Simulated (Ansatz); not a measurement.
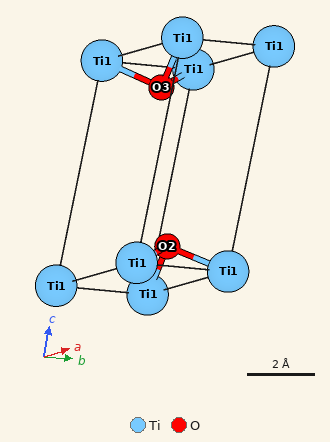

Fig. 1: The structure (ball-and-stick view of the reduced cell, seen at an oblique angle; atoms are numbered from 1 in the order of the input). An atom can appear more than once, as a periodic image.

# What a change does: single-point calculation on TiO2

System: TiO2 (3 atoms in the cell).
Method of run A: Kohn-Sham DFT of a periodic cell, PBE, all-electron LAPW, scalar-relativistic, no spin polarisation (Ansatz 0.2.0).

The structure derives from a Materials Project entry. Text and figures count atoms from 1; the logs count them from 0 in places.

Input, run A:
```yaml
crystal:
  lattice:
    - [1.4973312015, 0.8644845722, 6.9815443949]
    - [-1.4973312015, 0.8644845722, 6.9815443949]
    - [0.0, -1.7289691445, 6.9815443949]
  atoms:
    - { symbol: Ti, position: [-0.011969, -0.000386, 0.015029] }
    - { symbol: O, position: [0.408767, 0.358331, 0.366814] }
    - { symbol: O, position: [0.62001, 0.625483, 0.611201] }
kpoints:
  mp_grid: { grid: [10, 10, 10] }
scf:
  occupations: { method: fermi_dirac, width: 0.05 }
hamiltonian:
  xc: pbe
  pseudopotentials: { kind: all_electron, lapw: { basis_error: 0.001 } }
output:
  forces: true
  stress: true
  eigenvalues: true
  populations: true
```

Launched with:
```bash
ansatz run input.yaml --threads 2 --pin off --max-ram 6144MiB --backend cpu --events-out ev --progress --plain --runs-dir out
```

Hardware: 2 threads of Intel Xeon @ 2.50GHz (Skylake/Cascade Lake), 189 GiB of memory available, shared host.

Output, shortened to warnings, some set-up lines, iterations and results (run A):
```
Basis set: ecut = 448.8225820673829 eV, 1177 PW (Γ), FFT grids on a1−a3, a2−a3, a3, exchange–correlation at level 2
Symmetry: 1 space group operations
k-points: 504 of 1000 (time reversal used)
Initial density: superposition of atomic densities (chi_scale 0.1, normalization cell, long waves kept (reshape's long-wave potential 0.56 eV rms))
[...]
SCF iter   1: F=—  HF=-27338.343331 eV  |F-HF|=—  |Δ(HF+E_count)|=         —  Δρ=1.34e-1  dr2=1.10e1  ethr=3.05e-2  ⟨swp⟩=2.0  Hψ=74309  notcnv=0
SCF iter   2: F=—  HF=-27342.793187 eV  |F-HF|=—  |Δ(HF+E_count)|=    4.45e0  Δρ=3.15e-1  dr2=8.07e1  ethr=3.05e-2  ⟨swp⟩=3.0  Hψ=37748  notcnv=0  recentre
SCF iter   3: F=—  HF=-27335.205338 eV  |F-HF|=—  |Δ(HF+E_count)|=    7.59e0  Δρ=8.03e-2  dr2=4.12e0  ethr=3.05e-2  ⟨swp⟩=3.0  Hψ=36201  notcnv=0
SCF iter   4: F=—  HF=-27333.874097 eV  |F-HF|=—  |Δ(HF+E_count)|=    1.33e0  Δρ=1.83e-2  dr2=2.95e-1  ethr=8.15e-4  ⟨swp⟩=2.0  Hψ=60480  notcnv=0
SCF iter   5: F=—  HF=-27333.874381 eV  |F-HF|=—  |Δ(HF+E_count)|=         —  Δρ=1.58e-2  dr2=2.42e-1  ethr=8.15e-4  ⟨swp⟩=2.8  Hψ=36868  notcnv=0
SCF iter   6: F=—  HF=-27333.810787 eV  |F-HF|=—  |Δ(HF+E_count)|=   6.36e-2  Δρ=7.04e-3  dr2=4.10e-2  ethr=6.73e-4  ⟨swp⟩=2.0  Hψ=33419  notcnv=0
SCF iter   7: F=—  HF=-27333.801380 eV  |F-HF|=—  |Δ(HF+E_count)|=   9.41e-3  Δρ=2.64e-3  dr2=5.12e-3  ethr=1.14e-4  ⟨swp⟩=2.0  Hψ=36288  notcnv=0
SCF iter   8: F=—  HF=-27333.799973 eV  |F-HF|=—  |Δ(HF+E_count)|=   1.41e-3  Δρ=3.10e-4  dr2=5.78e-5  ethr=1.42e-5  ⟨swp⟩=2.0  Hψ=34272  notcnv=0
SCF iter   9: F=—  HF=-27333.799971 eV  |F-HF|=—  |Δ(HF+E_count)|=   2.40e-6  Δρ=8.54e-5  dr2=5.61e-6  ethr=1.61e-7  ⟨swp⟩=2.0  Hψ=34272  notcnv=0
SCF iter  10: F=—  HF=-27333.799969 eV  |F-HF|=—  |Δ(HF+E_count)|=   1.53e-6  Δρ=1.50e-5  dr2=1.60e-7  ethr=1.56e-8  ⟨swp⟩=2.0  Hψ=34272  notcnv=0
SCF iter  11: F=-27333.799969 eV  HF=-27333.799969 eV  |F-HF|=1.46e-11  |Δ(HF+E_count)|=   5.43e-8  Δρ=1.12e-6  dr2=5.29e-10  ethr=4.44e-10  ⟨swp⟩=2.0  Hψ=34272  notcnv=0
SCF 1 converged in 11 iterations: F = -27333.799969 eV  dr2 = 5.29e-10
SCF converged after 11 iterations
Free energy (F): -27333.799969 eV
Harris-Foulkes:  -27333.799969 eV  (|F-HF|=1.46e-11)
Internal energy: -27333.799969 eV  (E = F + TS)
E sigma→0 (E₀):  -27333.799969 eV
Fermi energy:    2.920746 eV
--- Per-component energies (eV) ---
  E_band       = -6050.780723
  E_kinetic    = 27551.717850
  E_xc         = -1612.687613
  E_electrostatic = -53272.830206  (all electrons and nuclei)
  E_smearing   = -0.000000  (= −TS)
  E_closure    = 0.000000  (closes the sum)
  E_atoms      = -27308.428057  (free atoms, spherical and without spin; not in F)
  Σ components = -27333.799969   (vs F -27333.799969, Δ=0.00e0)
  Basis errors (estimates in eV, not in F): energy 4.8e-4 per atom: plane waves 4.4e-4 (2.7e-4 summed), levels above the bands 1.3e-43, relativity 1.6e-7, radial functions 3.5e-5, core shells 2.3e-12; eigenvalues (radial functions only) 1.7e-6; not estimated: angular momenta, meshes, grids; target …
--- Forces (eV/Å), atoms counted from 1 ---
  atom   1  Ti     0.30413663     0.15454133    -1.39333510
  atom   2  O     -0.84043023    -0.23377438     0.72645832
  atom   3  O      0.53630033     0.07923673     0.66691561
  max |Σ_I F_I| component: 3.88e-5 eV/Å
--- Stress (GPa, compression-positive) ---
        0.917131       0.942412      -3.890172
        0.942412      -0.308338      -0.871447
       -3.890172      -0.871447      -0.089338
  P = ⅓ Tr σ = 0.1732 GPa (1.732 kbar)
--- Löwdin populations: 3 sites ---
  site symbol       q [e]
     0     Ti     20.6298
     1      O      8.6361
     2      O      8.6467
  spilling = 0.002299 (of n_electrons = 38.000000)
```

For run B the input was changed thus:
```diff
-    - { symbol: Ti, position: [-0.011969, -0.000386, 0.015029] }
-    - { symbol: O, position: [0.408767, 0.358331, 0.366814] }
-    - { symbol: O, position: [0.62001, 0.625483, 0.611201] }
+    - { symbol: Ti, position: [0.0, 0.0, 0.0] }
+    - { symbol: O, position: [0.379533, 0.379533, 0.379533] }
+    - { symbol: O, position: [0.620467, 0.620467, 0.620467] }
```

What does this change do to the results?

With the same functional and potentials, run B lies 23.3 meV per atom lower. The pressure goes from 0.17 to −0.74 GPa. The largest force goes from 1.434 to 0.092 eV/Å. The SCF takes 10 iterations against 11. The irreducible k-points go from 504 to 116. The plane waves at Γ go from 1177 to 971. On the same kind of shared host run B took about 0.15 times as long.

Output, shortened to warnings, some set-up lines, iterations and results (run B):
```
Basis set: ecut = 394.1167588961124 eV, 971 PW (Γ), FFT grids on a1−a3, a2−a3, a3, exchange–correlation at level 2
Symmetry: 12 space group operations
k-points: 116 of 1000
Initial density: superposition of atomic densities (chi_scale 0.1, normalization cell, long waves kept (reshape's long-wave potential 0.55 eV rms))
[...]
SCF iter   1: F=—  HF=-27338.429328 eV  |F-HF|=—  |Δ(HF+E_count)|=         —  Δρ=1.26e-1  dr2=9.58e0  ethr=2.66e-2  ⟨swp⟩=2.0  Hψ=16987  notcnv=0
SCF iter   2: F=—  HF=-27342.801031 eV  |F-HF|=—  |Δ(HF+E_count)|=    4.37e0  Δρ=2.96e-1  dr2=7.04e1  ethr=2.66e-2  ⟨swp⟩=3.0  Hψ=8595  notcnv=0  recentre
SCF iter   3: F=—  HF=-27335.286841 eV  |F-HF|=—  |Δ(HF+E_count)|=    7.51e0  Δρ=7.63e-2  dr2=3.63e0  ethr=2.66e-2  ⟨swp⟩=3.0  Hψ=8255  notcnv=0
SCF iter   4: F=—  HF=-27333.938973 eV  |F-HF|=—  |Δ(HF+E_count)|=    1.35e0  Δρ=1.72e-2  dr2=2.37e-1  ethr=6.51e-4  ⟨swp⟩=2.0  Hψ=13449  notcnv=0
SCF iter   5: F=—  HF=-27333.886895 eV  |F-HF|=—  |Δ(HF+E_count)|=         —  Δρ=7.79e-3  dr2=4.36e-2  ethr=6.51e-4  ⟨swp⟩=2.0  Hψ=8353  notcnv=0
SCF iter   6: F=—  HF=-27333.874528 eV  |F-HF|=—  |Δ(HF+E_count)|=   1.24e-2  Δρ=4.23e-3  dr2=1.37e-2  ethr=1.21e-4  ⟨swp⟩=2.0  Hψ=8276  notcnv=0
SCF iter   7: F=—  HF=-27333.869892 eV  |F-HF|=—  |Δ(HF+E_count)|=   4.64e-3  Δρ=5.94e-4  dr2=2.82e-4  ethr=3.81e-5  ⟨swp⟩=2.0  Hψ=8198  notcnv=0
SCF iter   8: F=—  HF=-27333.869799 eV  |F-HF|=—  |Δ(HF+E_count)|=   9.27e-5  Δρ=1.28e-4  dr2=1.19e-5  ethr=7.84e-7  ⟨swp⟩=2.0  Hψ=7888  notcnv=0
SCF iter   9: F=—  HF=-27333.869793 eV  |F-HF|=—  |Δ(HF+E_count)|=   5.98e-6  Δρ=2.31e-5  dr2=4.35e-7  ethr=3.30e-8  ⟨swp⟩=2.0  Hψ=7888  notcnv=0
SCF iter  10: F=-27333.869793 eV  HF=-27333.869793 eV  |F-HF|=1.88e-9  |Δ(HF+E_count)|=   1.68e-7  Δρ=1.14e-6  dr2=1.10e-9  ethr=1.21e-9  ⟨swp⟩=2.3  Hψ=7923  notcnv=0
SCF 1 converged in 10 iterations: F = -27333.869793 eV  dr2 = 1.10e-9
SCF converged after 10 iterations
Free energy (F): -27333.869793 eV
Harris-Foulkes:  -27333.869793 eV  (|F-HF|=1.88e-9)
Internal energy: -27333.869793 eV  (E = F + TS)
E sigma→0 (E₀):  -27333.869793 eV
Fermi energy:    2.902359 eV
--- Per-component energies (eV) ---
  E_band       = -6051.658339
  E_kinetic    = 27550.864088
  E_xc         = -1612.525874
  E_electrostatic = -53272.208007  (all electrons and nuclei)
  E_smearing   = -0.000000  (= −TS)
  E_closure    = 0.000000  (closes the sum)
  E_atoms      = -27308.428057  (free atoms, spherical and without spin; not in F)
  Σ components = -27333.869793   (vs F -27333.869793, Δ=0.00e0)
  Basis errors (estimates in eV, not in F): energy 4.6e-4 per atom: plane waves 4.2e-4 (2.5e-4 summed), levels above the bands 3.7e-43, relativity 6.4e-8, radial functions 4.8e-5, core shells 7.7e-12; eigenvalues (radial functions only) 2.1e-6; not estimated: angular momenta, meshes, grids; target …
--- Forces (eV/Å), atoms counted from 1 ---
  atom   1  Ti    -0.00000000    -0.00000000     0.00000000
  atom   2  O      0.00000000     0.00000000    -0.09236086
  atom   3  O      0.00000000    -0.00000000     0.09236086
  max |Σ_I F_I| component: 6.57e-32 eV/Å
--- Stress (GPa, compression-positive) ---
       -0.836747       0.000000       0.000000
        0.000000      -0.836747      -0.000000
        0.000000      -0.000000      -0.555369
  P = ⅓ Tr σ = -0.7430 GPa (-7.430 kbar)
--- Löwdin populations: 3 sites ---
  site symbol       q [e]
     0     Ti     20.6219
     1      O      8.6453
     2      O      8.6453
  spilling = 0.002300 (of n_electrons = 38.000000)
```

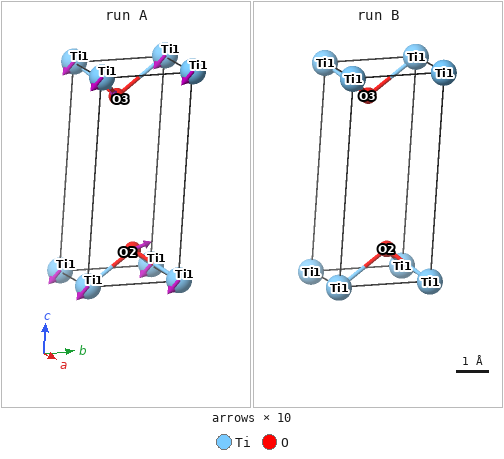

Fig. 2: The two input geometries at one scale (ball-and-stick view of the reduced cell, seen slightly off an axis). The pink arrows on the first give the shifts of the atoms relative to the cell, with their mean removed, magnified 10 times. O2 moves most: 0.066 Å. By element the largest moves are O 0.066 Å, Ti 0.063 Å. (The mean shift of all atoms is removed.) The lattice vectors keep their values. Among the contacts that change: Ti1–O2 1.857 → 1.981 Å, Ti1–O3 2.039 → 1.981 Å.

The two runs side by side:

```csv
quantity,run A,run B
outcome,converged,converged
free energy per atom (eV),−9111.2667,−9111.2899
gap on the mesh (eV),2.70,2.69
pressure (GPa),0.17,−0.74
largest force (eV/Å),1.434,0.092
SCF iterations,11,10
irreducible k-points,504,116
plane waves at Γ,1177,971
wall time (shared host),8 min,71 s
```
